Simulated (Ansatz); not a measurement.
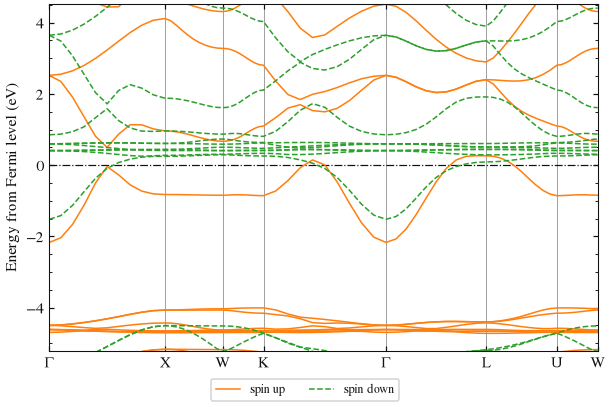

Band structure. Energies are counted from the Fermi level. The path runs straight from each named point to the next.

**Which Bravais lattice do the labels of the path belong to?**

A face-centred cubic lattice: the path Γ–X–W–K–Γ–L–U–W runs through the special points of its Brillouin zone.

System: zincblende GdO, space group F-43m, 2 atoms in the primitive cell.

```cif
data_structure
_symmetry_space_group_name_H-M 'F-43m'
_symmetry_Int_Tables_number 216
_cell_length_a 5.4000
_cell_length_b 5.4000
_cell_length_c 5.4000
_cell_angle_alpha 90.000
_cell_angle_beta 90.000
_cell_angle_gamma 90.000
_cell_volume 157.46
loop_
_atom_site_label
_atom_site_type_symbol
_atom_site_symmetry_multiplicity
_atom_site_Wyckoff_symbol
_atom_site_fract_x
_atom_site_fract_y
_atom_site_fract_z
_atom_site_occupancy
Gd1 Gd 4 a 0.00000 0.00000 0.00000 1
O1 O 4 c 0.25000 0.25000 0.25000 1
```

Level of theory: PBEsol, all-electron LAPW, collinear spin, ferromagnetic start, no spin-orbit coupling, 9×9×9 k mesh, Fermi-Dirac smearing of 0.05 eV; code Ansatz 0.2.0.

**Does this material conduct, going by its bands?**

A metal: bands cross the Fermi level along this path.

**Are there flat bands near the Fermi level?**

6 bands within 1.5 eV of the Fermi level are narrower than 0.3 eV along the path; they lie between 0.3 and 0.7 eV and signal localised states.

The run ends ferromagnetic, with 7.50 μB a cell. An open f shell can end in a state above the lowest. A cell with one magnetic atom can't hold antiferromagnetic order, which such compounds often take. Without U or exact exchange the open f shell lies at the Fermi level, which spoils levels, moments and volumes. Spin-orbit coupling is left out, which matters for Gd. The cell is at −5 GPa in this functional. Bands are joined in order of energy, so crossings between the computed points show as kinks or gaps.
